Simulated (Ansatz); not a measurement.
BaTiO₃: single-point calculation (part 2 of 2)

BaTiO₃ (slab, 15 atoms in the cell); DFT PBEsol, scalar-relativistic, plane waves, PAW, spin-polarised (Ansatz 0.2.0); cutoff 420 eV, 7×7×1 k-mesh, Gaussian smearing of 0.05 eV, collinear spins. The structure derives from an entry of the Crystallography Open Database. It belongs to a series of runs on one base structure; here: spin: collinear.

Geometry of the input (Å; fractional positions):
```
3.9699  0.0000  0.0000
0.0000  3.9699  0.0000
0.0000  0.0000  24.9247
Ba 0.5000  0.5000  0.3009
O  0.0000  0.0000  0.3009
Ti 0.0000  0.0000  0.3805
O  0.5000  0.0000  0.3805
O  0.0000  0.5000  0.3805
Ba 0.5000  0.5000  0.4602
O  0.0000  0.0000  0.4602
Ti 0.0000  0.0000  0.5398
O  0.5000  0.0000  0.5398
O  0.0000  0.5000  0.5398
Ba 0.5000  0.5000  0.6195
O  0.0000  0.0000  0.6195
Ti 0.0000  0.0000  0.6991
O  0.5000  0.0000  0.6991
O  0.0000  0.5000  0.6991
```

```
WARN: the starting moments were not kept: the SCF closed with an absolute magnetisation of 4.8e-6 μB, where they sum to 5 μB in size (5 sites). That is at most 0.1 of that sum. Measured as dr2_m measures the in/out step, that magnetisation stands 4.4e-12 eV from none, at or under the dr2_threshold of 1.0e-7 eV: it is no larger than a step whose dr2_m would equal this threshold. The system may hold no moment; this SCF shows only that its start led to no more than that. To try another start: raise the starting moments (crystal.atoms[].spin, magnetization.per_species, magnetization.initial_magnetization, or on a non-collinear deck that types none of these the spinor_matrix: blocks that start its atoms; where the total moment is fixed, keep their sum and leave initial_magnetization as it is; typed ones take the place of any that the run laid by itself, positive ones on a crystal's lanthanoids without a Hubbard term where scf.initial_density.shell_occupations: [] is typed) or, if the notice of its spin-set hold's release reads "site moments contracting" or "site moments show no strong build", lengthen the hold (scf.mixing.spin_hold: { on: { confirm: 4 } }; for m-r²SCAN on two components see the key's manual first). Each may lead to a state that holds a moment. A second SCF, from the converged charge density, with the starting moments and any scf.initial_density.shell_occupations laid on it anew, would have followed, and was not run: the deck does not ask for one (magnetization.retry_lost_moments is false, the default). To let it run, set magnetization.retry_lost_moments: true and run the deck again, where that key's refused combinations let it; where memory then withholds it, that run's warning says so.
WARN: The output density's exchange-correlation potential varies sharply where the density is thin. Do not read a vacuum level from v_tot or v_xc, or from such a field of the output density. On a cell that repeats whose density bears no net charge and no dipole along the vacuum's axis use v_es (v_loc + v_h of the components); under efield.dipole_correction with no amplitude use v_es + v_field, which holds any external_charges[].barrier, or the levels of the report's work_function block, which leave it out; under a non-zero efield.amplitude the vacuum is tilted and has no level; on a cell that repeats and bears such a dipole with no correction it is tilted too, and efield.dipole_correction with no amplitude gives each side of its ramp a level where efield: is served; in a cell that repeats whose density bears a net charge (total_charge, or a fill off its count) it is curved and has none; of a slab under crystal.periodic whose density bears no net charge use v_es, which has a level on each side, short of where the two are joined; of another it falls or rises all the way out and has none; of a slab beside external_charges read slab_vacuum_level instead, which it has where they leave it neutral. The grid or the basis barely resolves most such structure, and the values can differ between equally converged runs; as a rule a tighter scf.convergence.dr2_threshold does not remove it. Where the density itself ripples (under the LDA too) a higher basis.ecutwfc lessens it. The files hold the spikes' plane waves up to the density's cutoff. Files: v_tot_of_output_density and the like, and their columns of v_z.tsv (output.write_potential); v_xc_of_output_density and the like, and their columns of v_comp_z.tsv (output.write_potential_components). Measured: with its Gaussian average of σ = 0.25 Å subtracted twice, the exchange-correlation potential is over 0.1 eV at 273 of the grid points where the equally averaged density (valence and model cores) is under 1e-3 e/Å³, and 0.493 eV at the most among them, at an averaged density of 4.6e-7 e/Å³. The input density's (outcome.potential() and, of a run that writes arrays, v_tot and v_xc) is over 0.1 eV, so measured, at 287 points of its own thin density, 0.487 eV at the most. See output.write_potential in the manual, Limitations
SCF converged after 17 iterations
an eigenvalue changed by more than its tolerance at an iteration that met the thresholds in force, so the SCF went on 1 time: the last check found none over its tolerance
Magnetization: 0.0000 μB (60.0000 up, 60.0000 down)
Absolute magnetization: 0.0000 μB (∫|ρ↑−ρ↓|, with the PAW one-centre terms)
Spin contamination: 0.0000 ħ² per cell (⟨S²⟩ above its minimum at these occupations)
Per-site moments (μB) at R_I (Å): [(5.0947485278685134e-8, 1.157937647157032), (-7.076403993776321e-7, 0.8187855624174912), (1.1522846769552306e-7, 0.8187855624174912), (2.821369216972182e-8, 0.818785562574375), (2.821369218039864e-8, 0.818785562574375), (-2.93187621941345e-9, 1.157937647157032), (-1.2444590731940723e-8, 0.8187855624174912), (-1.5726150968654315e-8, 0.8187855624174912), (3.924588199503935e-9, 0.818785562574375), (3.924588096579187e-9, 0.818785562574375), (8.221646851954638e-9, 1.157937647157032), (8.766192912547047e-9, 0.8187855624174912), (6.299812806823982e-7, 0.8187855624174912), (-7.648638076646376e-7, 0.818785562574375), (-7.648638076831922e-7, 0.818785562574375)]
Free energy (F): -30080.008861 eV
Harris-Foulkes:  -30080.008861 eV  (|F-HF|=1.46e-11)
Internal energy: -30080.008861 eV  (E = F + TS)
E sigma→0 (E₀):  -30080.008861 eV
Fermi energy:    4.002468 eV
Dipole field:    D = -0.106521 V/Å  (p = -0.231236 e·Å, saw-weighted, corrected)
Work function:   Φ+ = 4.4683 eV   Φ− = 1.8133 eV
Levels:          The Fermi level and band energies are counted from a zero that moves with the ramp; work functions are not
--- Per-component energies (eV) ---
  E_band       = -1322.740630
  E_kinetic    = 2895.849318
  E_local      = -101577.759856  (includes V_loc(G=0)·N_el)
  E_nonlocal   = 621.222680
  E_hartree    = 49644.055614
  E_xc         = -1455.494350
  E_vxc        = -1624.836487  (∫ρ·V_xc dr)
  E_paw        = -19849.606229  (= ΣΔE_a)
  E_vpaw       = -927.912192  (= ΣTr[D̂ρ^β])
  E_aug_tail   = 0.022306  (compensation charges beyond the density's cutoff)
  E_efield     = 0.012316  (sawtooth field / dipole correction)
  E_vefield    = 2.561879  (∫n·V_field dr)
  E_ewald      = 39640.499297
  E_core_change = 1.190044  (= ΣΔE_core)
  E_smearing   = -0.000000  (= −TS)
  E_closure    = 0.000000  (closes the sum)
  Σ components = -30080.008861   (vs F -30080.008861, Δ=0.00e0)
--- Forces (eV/Å), atoms counted from 1 ---
  atom   1  Ba    -0.00000000     0.00000000     0.68040629
  atom   2  O      0.00000000     0.00000000     0.42248724
  atom   3  Ti    -0.00000000     0.00000000    -1.05507842
  atom   4  O      0.00000000     0.00000000    -0.16914584
  atom   5  O     -0.00000000     0.00000000    -0.16914584
  atom   6  Ba     0.00000000     0.00000000     0.15967596
  atom   7  O     -0.00000000     0.00000000     0.25254727
  atom   8  Ti     0.00000000     0.00000000    -0.13729777
  atom   9  O     -0.00000000     0.00000000    -0.07258965
  atom  10  O     -0.00000000     0.00000000    -0.07258965
  atom  11  Ba    -0.00000000     0.00000000     0.77048718
  atom  12  O     -0.00000000     0.00000000     0.85674538
  atom  13  Ti    -0.00000000     0.00000000    -2.34558217
  atom  14  O     -0.00000000     0.00000000     0.43954336
  atom  15  O     -0.00000000     0.00000000     0.43954336
  max |Σ_I F_I| component: 6.70e-6 eV/Å
--- Stress (GPa, compression-positive) ---
       -2.721088       0.000000      -0.000000
        0.000000      -2.721088       0.000000
       -0.000000       0.000000      -1.814050
  P = ⅓ Tr σ = -2.4187 GPa (-24.187 kbar)
--- Band table (eV; the first three rows and the last of 20) ---
  k-point 0 ↑: bands = ["-53.5223", "-53.5104", "-53.4451", "-30.0315", "-29.9036", "-29.8543", "-29.8543", "-29.8262", "-29.8262", "-29.7771", "-29.7523", "-29.7523", "-23.0030", "-21.8351", "-21.5335", "-14.4502", "-14.2117", "-13.6477", "-13.6009", "-13.4291", "-13.3508", "-13.2153", "-12.7564", "-12.5959", "-8.2328", "-7.9495", "-7.9495", "-7.0148", "-7.0148", "-6.8980", "-6.7339", "-6.7339", "-6.4683", "-1.0444", "-0.1788", "-0.0807", "-0.0807", "0.2593", "0.2593", "0.5992", "0.7603", "0.7863", "0.7863", "0.9649", "0.9649", "1.0925", "1.1791", "1.3776", "1.3776", "1.5684", "1.6015", "1.6015", "2.0861", "2.1509", "2.1509", "2.1764", "2.4526", "2.4526", "2.9301", "2.9301", "4.4992", "4.5792", "4.7282", "4.7282", "4.9717", "5.1308", "5.3965", "5.3965", "6.0561", "6.0561", "6.1806", "6.8040", "6.8053", "6.8539", "6.8741", "7.0514", "7.6795", "7.8624"]
  k-point 1 ↑: bands = ["-53.5222", "-53.5102", "-53.4449", "-30.0310", "-29.9029", "-29.8654", "-29.8538", "-29.8377", "-29.8257", "-29.7764", "-29.7622", "-29.7519", "-22.9869", "-21.8133", "-21.5123", "-14.3733", "-14.1809", "-13.6479", "-13.5850", "-13.4097", "-13.3631", "-13.1897", "-12.7321", "-12.6569", "-8.2465", "-7.9204", "-7.9201", "-6.9954", "-6.9764", "-6.9325", "-6.7009", "-6.6924", "-6.5074", "-1.0940", "-0.3702", "-0.1559", "-0.0753", "-0.0454", "0.0238", "0.2365", "0.4287", "0.6443", "0.6635", "0.7435", "0.8120", "1.1338", "1.1904", "1.2659", "1.3544", "1.4483", "1.5554", "1.7821", "1.8177", "1.9320", "2.0238", "2.1297", "2.2916", "2.3398", "2.6130", "2.6479", "4.7386", "4.9097", "4.9709", "5.0508", "5.3007", "5.3857", "5.4108", "5.5113", "6.0631", "6.0831", "6.2549", "6.9817", "7.1452", "7.2068", "7.2368", "7.4618", "7.9219", "8.1906"]
  k-point 2 ↑: bands = ["-53.5218", "-53.5098", "-53.4445", "-30.0299", "-29.9015", "-29.8904", "-29.8636", "-29.8528", "-29.8246", "-29.7845", "-29.7749", "-29.7510", "-22.9506", "-21.7635", "-21.4637", "-14.2730", "-14.1418", "-13.6454", "-13.5153", "-13.4077", "-13.3375", "-13.0864", "-12.7845", "-12.6431", "-8.2590", "-7.8723", "-7.8523", "-7.0042", "-6.9443", "-6.8867", "-6.6447", "-6.5949", "-6.5794", "-1.2116", "-0.9281", "-0.7481", "-0.6934", "-0.3442", "-0.1534", "-0.0593", "-0.0340", "0.1090", "0.2756", "0.5410", "0.5435", "0.7774", "0.8367", "1.0861", "1.2382", "1.3641", "1.4378", "1.5482", "1.6235", "1.8556", "1.9559", "1.9784", "2.2191", "2.3078", "2.3479", "2.3754", "4.7812", "5.4238", "5.6723", "5.7234", "5.7349", "5.8026", "5.9391", "6.0721", "6.1311", "6.2735", "6.3635", "7.3106", "7.5438", "7.5741", "7.9416", "8.0296", "8.5101", "8.7356"]
  k-point 9 ↓: bands = ["-53.5206", "-53.5085", "-53.4431", "-30.0268", "-29.9069", "-29.9068", "-29.8978", "-29.8806", "-29.8804", "-29.7997", "-29.7996", "-29.7710", "-22.8567", "-21.6420", "-21.3427", "-13.7795", "-13.5425", "-13.4688", "-13.3741", "-13.2823", "-13.2670", "-12.6994", "-12.5651", "-12.5342", "-8.5036", "-8.4771", "-8.3878", "-7.5744", "-7.5042", "-7.4280", "-7.1376", "-7.0574", "-6.7546", "-1.7208", "-1.6193", "-1.2486", "-1.1434", "-1.1201", "-1.0814", "-0.8873", "-0.6815", "-0.4318", "-0.0884", "-0.0015", "0.0160", "0.2116", "0.2461", "0.3448", "0.7269", "0.7400", "1.3871", "1.8816", "1.9928", "2.2488", "2.3408", "2.3738", "2.4719", "2.5558", "2.5914", "3.5022", "6.3327", "6.3880", "6.5611", "6.6075", "6.7050", "6.7418", "6.8458", "6.8510", "6.8597", "7.1971", "7.4931", "7.7418", "8.5485", "8.6427", "9.2062", "9.7689", "9.8911", "10.1816"]
--- Löwdin populations: 15 sites ---
  site symbol       q [e]    m [muB]
     0     Ba      8.2153     0.0000
     1      O      7.0648    -0.0000
     2     Ti     10.8327     0.0000
     3      O      6.8782     0.0000
     4      O      6.8782     0.0000
     5     Ba      8.2299    -0.0000
     6      O      6.8679    -0.0000
     7     Ti     10.8160    -0.0000
     8      O      6.8593     0.0000
     9      O      6.8593     0.0000
    10     Ba      8.2265     0.0000
    11      O      6.8209    -0.0000
    12     Ti     10.6947     0.0000
    13      O      6.7855    -0.0000
    14      O      6.7855    -0.0000
  spilling = 0.009877 (of n_electrons = 120.000000)
```

## File populations.tsv
```
# site	symbol	l	j	q_up	q_dn
# orbitals = lowdin
# n_electrons = 120.000000
# spilling = 0.009877
0	Ba	0_5S	-	0.974121	0.974121
0	Ba	0_6S	-	0.156911	0.156911
0	Ba	1_5P	-	2.976612	2.976612
1	O	0_2S	-	0.928581	0.928581
1	O	1_2P	-	2.603826	2.603827
2	Ti	0_3S	-	0.955312	0.955312
2	Ti	0_4S	-	0.256911	0.256911
2	Ti	1_3P	-	2.993930	2.993930
2	Ti	2_3D	-	1.210180	1.210180
3	O	0_2S	-	0.896706	0.896706
3	O	1_2P	-	2.542389	2.542389
4	O	0_2S	-	0.896706	0.896706
4	O	1_2P	-	2.542389	2.542389
5	Ba	0_5S	-	0.960244	0.960244
5	Ba	0_6S	-	0.182244	0.182244
5	Ba	1_5P	-	2.972445	2.972445
6	O	0_2S	-	0.896847	0.896847
6	O	1_2P	-	2.537116	2.537116
7	Ti	0_3S	-	0.953199	0.953199
7	Ti	0_4S	-	0.254881	0.254881
7	Ti	1_3P	-	2.993576	2.993576
7	Ti	2_3D	-	1.206350	1.206350
8	O	0_2S	-	0.895922	0.895922
8	O	1_2P	-	2.533751	2.533751
9	O	0_2S	-	0.895922	0.895922
9	O	1_2P	-	2.533751	2.533751
10	Ba	0_5S	-	0.962263	0.962263
10	Ba	0_6S	-	0.178531	0.178531
10	Ba	1_5P	-	2.972443	2.972443
11	O	0_2S	-	0.894977	0.894977
11	O	1_2P	-	2.515468	2.515468
12	Ti	0_3S	-	0.969822	0.969822
12	Ti	0_4S	-	0.212304	0.212304
12	Ti	1_3P	-	2.993580	2.993580
12	Ti	2_3D	-	1.171648	1.171647
13	O	0_2S	-	0.901908	0.901909
13	O	1_2P	-	2.490866	2.490867
14	O	0_2S	-	0.901908	0.901909
14	O	1_2P	-	2.490866	2.490867
```

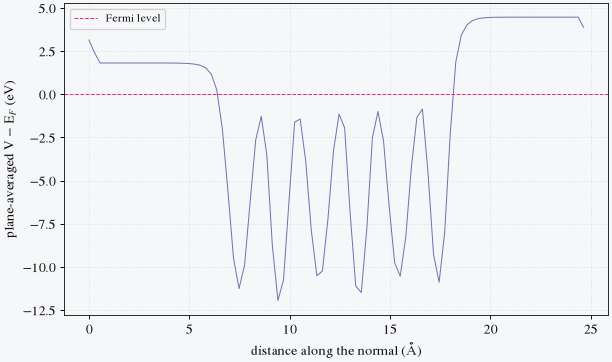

**Figure 1.** Plane average of the electrostatic potential energy of an electron across the cell, from the Fermi level. The vacuum level lies 4.47 eV above the Fermi level on the upper side and 1.81 eV on the lower.

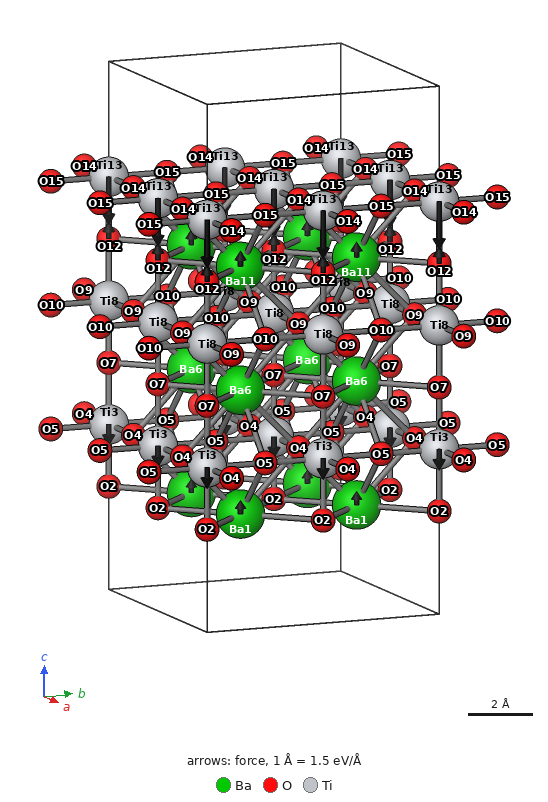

**Figure 2.** Forces on the atoms as black arrows (ball-and-stick view of the 2 × 2 repeat of the cell, with the vacuum cut short, seen slightly off an axis; bonded neighbours outside the cell are drawn too; atoms are numbered from 1 in the order of the input); the smallest are left out. The largest act on Ti13 (2.35 eV/Å); Ti3 (1.06 eV/Å); O12 (0.86 eV/Å); Ba11 (0.77 eV/Å). The geometry is not a stationary point of this energy.

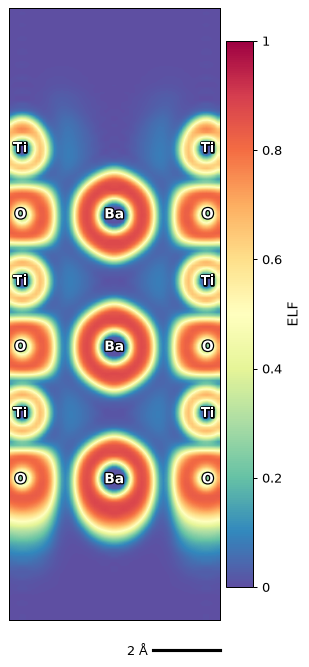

**Figure 3.** ELF on the (110) plane of the calculation cell, a cut from vacuum to vacuum. The section cuts through Ba, O and Ti sites. Ti–O (1.98 Å): the ELF is about 0.25 at the midpoint. Ba–O (2.81 Å): the ELF is about 0.15 at the midpoint, which marks a contact without a shared pair. The strong features right at Ba and Ti lie inside the PAW spheres (semicore, d or f shells) and say nothing about bonding. The fields are those of the smooth PAW valence density.

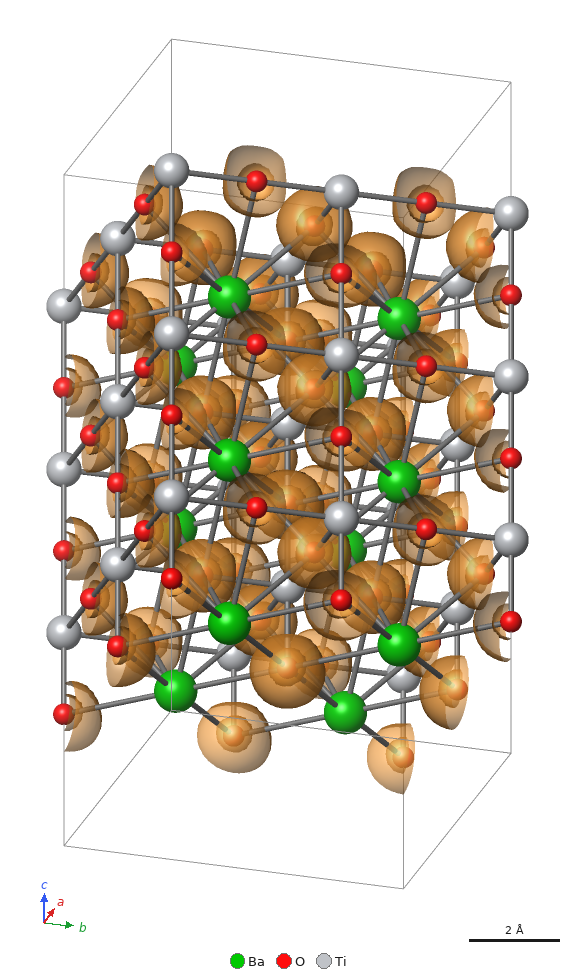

**Figure 4.** Isosurface of the electron localisation function at 0.75 (orange), seen at an oblique angle. Only the valence region is drawn (cores and ρ < 0.01 e/Å³ removed). Sticks mark near contacts. Values along the shortest contacts: Ti–O (1.98 Å): the ELF is about 0.25 at the midpoint. Ba–O (2.81 Å): the ELF is about 0.10 at the midpoint, as expected for ionic bonding with no shared pair.

## Results in brief

```tsv
quantity	value
outcome	converged
electrons treated	120
free energy	−30080.0089 eV
work function, top face	4.47 eV
work function, bottom face	1.81 eV
Fermi energy	4.002 eV
gap on the k-point mesh	1.00 eV
net moment of the cell	0.00 μB
integrated absolute moment	0.00 μB
work function (upper face)	4.47 eV
largest force (length of the vector)	2.346 eV/Å
hardware	2 threads of Arm Neoverse V1, 24 GiB of memory available, shared host
wall time	2.2 min (CPU time 4.3 min)
peak memory	1 GiB
```

## Remarks

The program warns: some starting moments were not kept; the exchange-correlation potential is rough where the density is thin.
